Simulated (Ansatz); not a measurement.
**Single-point calculation, with input and output: GeH₃**

GeH₃ (molecule in a box, 8 atoms in the cell), computed with DFT PBE, scalar-relativistic, plane waves, PAW, no spin polarisation (Ansatz 0.2.0).

The structure derives from an entry of the Crystallography Open Database. It belongs to a series of runs on one base structure; here: the molecular layer at its places in the relaxed adsorbed structure. Figures and captions count atoms from 1; the log counts them from 0 in places.

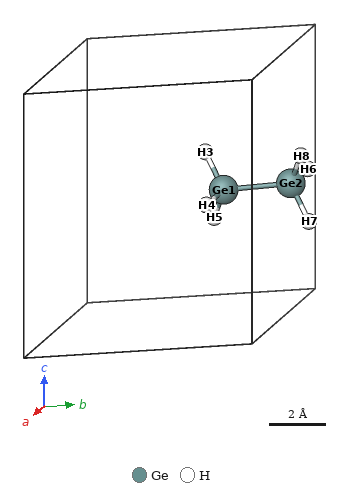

**Figure 1.** The structure (ball-and-stick view of the cell of the calculation, with the vacuum cut short, seen slightly off an axis; atoms are numbered from 1 in the order of the input). An atom can appear more than once, as a periodic image. Near neighbours in the periodic cell (some may lie outside the picture): Ge has 1 Ge at 2.43 Å and 3 H at 1.54 to 1.55 Å; H has 1 Ge at 1.54 to 1.55 Å.

Summary:

```csv
quantity,value
outcome,converged
electrons treated,34
free energy,−8684.2425 eV
Fermi energy,−3.833 eV
gap on the k-point mesh,5.58 eV
largest force (length of the vector),0.154 eV/Å
hardware,"4 threads of AMD EPYC (Zen 3), 32 GiB of memory available, shared host"
wall time,4.8 s (CPU time 17 s)
peak memory,1.5 GiB
```

Input:
```yaml
crystal:
  lattice:
    - [8.4288095866, 0.0, 0.0]
    - [-4.2144047933, 7.2995632256, 0.0]
    - [0.0, 0.0, 25.0825088805]
  atoms:
    - { symbol: Ge, position: [0.4667426968, 0.7272801541, 0.6526119589] }
    - { symbol: Ge, position: [0.5674440377, 1.0499447452, 0.6634122852] }
    - { symbol: H, position: [0.3582758882, 0.6167431059, 0.7017936572] }
    - { symbol: H, position: [0.6309395687, 0.6975986838, 0.6441206595] }
    - { symbol: H, position: [0.341138113, 0.6509180521, 0.6031227773] }
    - { symbol: H, position: [0.4011604204, 1.0771216281, 0.6706290816] }
    - { symbol: H, position: [0.6748350859, 1.158276011, 0.6138040511] }
    - { symbol: H, position: [0.6920467554, 1.1282848998, 0.7126429092] }
basis:
  ecutwfc: 420
kpoints:
  mp_grid: { grid: [2, 2, 1] }
hamiltonian:
  xc: pbe
scf:
  occupations: { method: gaussian, width: 0.05 }
output:
  forces: true
  eigenvalues: true
  write_density: true
  volumetric_format: npy
efield:
  axis: 3
  dipole_correction: true
  ramp_width: 0.04
```

Command:
```bash
ansatz run input.yaml --threads 4 --pin off --max-ram 10240MiB --backend cpu --events-out ev --progress --plain --runs-dir out
```

Output:
```
Engine: ansatz 0.2.0, x86_64-unknown-linux-gnu
Pseudopotentials: kind: paw
Pseudopotential: Ge, paw, valence charge 14, recommended cutoff 420 eV (normal), Ge.paw.azcp
Pseudopotential: H, paw, valence charge 1, recommended cutoff 420 eV (normal), H.paw.azcp
Functional definition: PBE
  parameter kappa = 0.804
  parameter beta = 0.06672455060314922
  exchange = pbe_x(kappa = kappa, mu = beta*pi^2/3)
  correlation = pbe_c(beta = beta)
Crystal: 8 atoms, lattice volume = 1543.242 Å³
Basis set: ecut = 420 eV, 30185 PW (Γ), exchange–correlation on 120×120×360 points (8 copies of the dense FFT grid, shifted against one another)
Bands: 25, of which v1, the nominal top of the filled ones, is band 17 counted from 1 (16 counted from 0)
Symmetry: 1 space group operations
Space group: P1 (ITA 1), of the structure as read, at distance tolerance 1.2e-4 Å
k-points: 4
Non-local potential: Ge, projectors of the file, l = 0: 2, l = 1: 2, l = 2: 3, l = 3: 1
Non-local potential: H, projectors of the file, l = 0: 2, l = 1: 1
PAW form: soft (Blöchl's): semilocal exchange-correlation on the pseudo side does not see the compensation charge
PAW one-centre angular grid: Ge, 590 points (default); XC on 64 Gauss nodes
PAW one-centre angular grid: H, 110 points (default); XC on 64 Gauss nodes
Initial density: superposition of atomic densities (neutral atoms: chi_scale 0, normalization atom), corrected by the library's trained network
Initial wavefunctions: pseudopotential atomic-orbital guess
Functional: x = pbe(κ = 0.804, μ = 0.2195149727645171), c = pbe(β = 0.06672455060314922)
SCF iter   1: F=—  HF=-8684.236867 eV  |F-HF|=—  |Δ(HF+E_count)|=         —  Δρ=5.45e-4  dr2=5.02e-3  ethr=1.77e-3  p=0.005 e·Å  D=5.56e-4 V/Å  ΔV_dip=-0.01 eV  dr2_dipole=3.09e-7  V_vac-E_F(+/−)=4.34/4.36 eV  ⟨swp⟩=9.8  Hψ=631  notcnv=0
efield: sawtooth ramp at fractional position 0.1379 (placed from the atoms, in the widest stretch of the axis that holds none; the zero of the levels goes with the place), width 0.0400; the density the first Hamiltonian is built on has a dipole p = 0.005 e·Å; the dipole correction subtracts the counter field D = 5.56e-4 V/Å, which shifts the + side's vacuum level by -0.01 eV against the − side's; the planar-averaged density in the ramp window peaks in size at 3.1e-6 e/Å³
preconditioner: auto → Resta (q_TF=auto, 1.445 Å⁻¹)  ε∞=1.1  [insulator: Δε(μ)=5.570 eV  Ē_g=9.550 eV  σ=0.050 eV  W_gap=1.00  n_scr=64 (ndim 8)  ℏωp=3.5 eV  f_vac=0.876  D(μ)=0.00/eV (n_scr^D=0)  ε∞_Penn≈1.1  vacuum switching on, ρ_ref=6.6e-3 e/Å³]
SCF iter   2: F=—  HF=-8684.240436 eV  |F-HF|=—  |Δ(HF+E_count)|=   3.57e-3  Δρ=2.19e-4  dr2=9.64e-4  ethr=1.48e-5  p=0.006 e·Å  D=6.83e-4 V/Å  ΔV_dip=-0.02 eV  dr2_dipole=5.27e-12  V_vac-E_F(+/−)=4.32/4.34 eV  ⟨swp⟩=2.2  Hψ=223  notcnv=0  defer=10
SCF iter   3: F=—  HF=-8684.241947 eV  |F-HF|=—  |Δ(HF+E_count)|=   1.51e-3  Δρ=9.59e-5  dr2=1.53e-4  ethr=2.84e-6  p=0.006 e·Å  D=6.84e-4 V/Å  ΔV_dip=-0.02 eV  dr2_dipole=3.65e-9  V_vac-E_F(+/−)=4.29/4.30 eV  ⟨swp⟩=2.0  Hψ=129  notcnv=0  defer=10
SCF iter   4: F=—  HF=-8684.242533 eV  |F-HF|=—  |Δ(HF+E_count)|=   5.86e-4  Δρ=1.93e-5  dr2=7.65e-6  ethr=4.50e-7  p=0.006 e·Å  D=7.05e-4 V/Å  ΔV_dip=-0.02 eV  dr2_dipole=2.15e-12  V_vac-E_F(+/−)=4.26/4.28 eV  ⟨swp⟩=2.5  Hψ=142  notcnv=0  defer=10
SCF iter   5: F=—  HF=-8684.242466 eV  |F-HF|=—  |Δ(HF+E_count)|=   6.68e-5  Δρ=5.59e-6  dr2=7.07e-7  ethr=2.25e-8  p=0.006 e·Å  D=7.03e-4 V/Å  ΔV_dip=-0.02 eV  dr2_dipole=1.27e-10  V_vac-E_F(+/−)=4.26/4.28 eV  ⟨swp⟩=2.0  Hψ=124  notcnv=0  defer=10
SCF iter   6: F=-8684.242466 eV  HF=-8684.242466 eV  |F-HF|=5.07e-8  |Δ(HF+E_count)|=   3.11e-7  Δρ=9.53e-7  dr2=9.83e-9  ethr=2.94e-10  p=0.006 e·Å  D=7.06e-4 V/Å  ΔV_dip=-0.02 eV  dr2_dipole=5.55e-11  V_vac-E_F(+/−)=4.26/4.28 eV  ⟨swp⟩=15.5  Hψ=571  notcnv=0
SCF 1 converged in 6 iterations: F = -8684.242466 eV  dr2 = 9.83e-9
  greatest PAW one-centre occupation: 0.998 electrons in one spin orbital (limit 2), on the Ge atom at site 1 (counted from 0), in its partial waves of l = 2
```

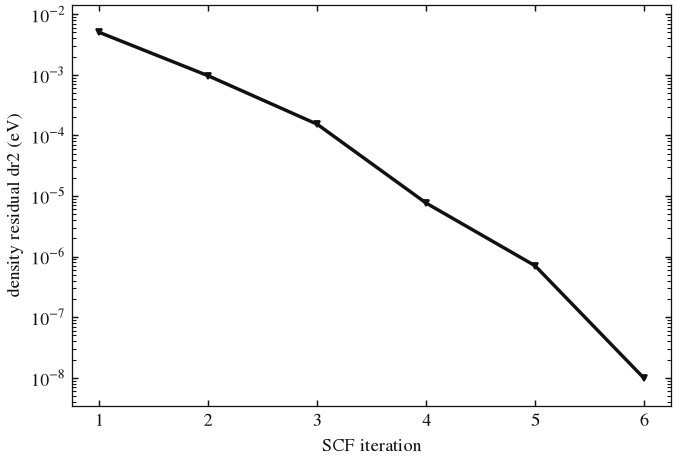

**Figure 2.** Convergence of the self-consistent field: density residual dr2 against the SCF iteration. The residual falls at every step.

```
SCF converged after 6 iterations
Free energy (F): -8684.242466 eV
Harris-Foulkes:  -8684.242466 eV  (|F-HF|=5.07e-8)
Internal energy: -8684.242466 eV  (E = F + TS)
E sigma→0 (E₀):  -8684.242466 eV
Fermi energy:    -3.832652 eV
Dipole field:    D = 0.000702 V/Å  (p = 0.005991 e·Å, saw-weighted, corrected)
Work function:   Φ+ = 4.2650 eV   Φ− = 4.2826 eV
Levels:          The Fermi level and band energies are counted from a zero that moves with the ramp; work functions are not
--- Per-component energies (eV) ---
  E_band       = -694.075217
  E_kinetic    = 300.023660
  E_local      = -13971.052825  (includes V_loc(G=0)·N_el)
  E_nonlocal   = 850.272893
  E_hartree    = 6479.087208
  E_xc         = -202.038902
  E_vxc        = -194.672654  (∫ρ·V_xc dr)
  E_paw        = -4046.733186  (= ΣΔE_a)
  E_vpaw       = -636.807702  (= ΣTr[D̂ρ^β])
  E_aug_tail   = -0.007010  (compensation charges beyond the density's cutoff)
  E_efield     = 0.000002  (sawtooth field / dipole correction)
  E_vefield    = -0.000039  (∫n·V_field dr)
  E_ewald      = 1906.205694
  E_smearing   = -0.000000  (= −TS)
  E_closure    = -0.000000  (closes the sum)
  Σ components = -8684.242466   (vs F -8684.242466, Δ=0.00e0)
--- Forces (eV/Å), atoms counted from 1 ---
  atom   1  Ge    -0.07472578    -0.05782206    -0.12113407
  atom   2  Ge     0.01181683    -0.00257148    -0.01220251
  atom   3  H      0.01461244     0.01925524    -0.01620674
  atom   4  H      0.00585370     0.01020600     0.02534068
  atom   5  H      0.04365796     0.03523587     0.10035977
  atom   6  H      0.00628578     0.00169794     0.00397660
  atom   7  H     -0.00322641    -0.01218296     0.02975988
  atom   8  H     -0.00428592     0.00617138    -0.00986299
  max |Σ_I F_I| component: 3.06e-5 eV/Å
--- Band table (eV) ---
  k-point 0: bands = ["-28.3134", "-28.2431", "-28.2423", "-28.2014", "-28.2007", "-28.1552", "-28.1545", "-28.1116", "-28.1110", "-28.0668", "-14.2813", "-12.6520", "-8.2494", "-8.2224", "-7.5981", "-7.5756", "-6.6814", "-0.7693", "-0.1120", "0.0801", "0.2262", "0.3427", "0.3870", "0.5998", "1.0201"]
  k-point 1: bands = ["-28.3134", "-28.2431", "-28.2423", "-28.2014", "-28.2007", "-28.1552", "-28.1545", "-28.1116", "-28.1110", "-28.0668", "-14.2774", "-12.6623", "-8.2450", "-8.2300", "-7.6025", "-7.5688", "-6.6250", "-1.0403", "-0.4822", "0.2363", "0.2804", "0.6467", "0.8088", "0.8878", "0.9158"]
  k-point 2: bands = ["-28.3134", "-28.2431", "-28.2423", "-28.2014", "-28.2007", "-28.1552", "-28.1545", "-28.1116", "-28.1110", "-28.0668", "-14.2802", "-12.6542", "-8.2534", "-8.2276", "-7.5923", "-7.5787", "-6.6698", "-0.4253", "-0.1490", "0.2817", "0.3478", "0.4100", "0.4987", "0.7905", "0.8837"]
  k-point 3: bands = ["-28.3134", "-28.2431", "-28.2423", "-28.2014", "-28.2007", "-28.1552", "-28.1545", "-28.1116", "-28.1110", "-28.0668", "-14.2781", "-12.6601", "-8.2442", "-8.2334", "-7.6037", "-7.5690", "-6.6346", "-0.8449", "-0.2746", "0.1245", "0.2814", "0.4565", "0.7795", "0.8807", "1.0077"]
```

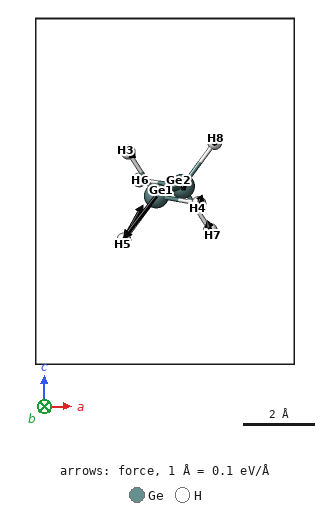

**Figure 3.** Forces on the atoms as black arrows (ball-and-stick view of the cell of the calculation, with the vacuum cut short, along the b axis; atoms are numbered from 1 in the order of the input); the smallest are left out. The largest act on Ge1 (0.15 eV/Å); H5 (0.11 eV/Å). The geometry is not a stationary point of this energy.
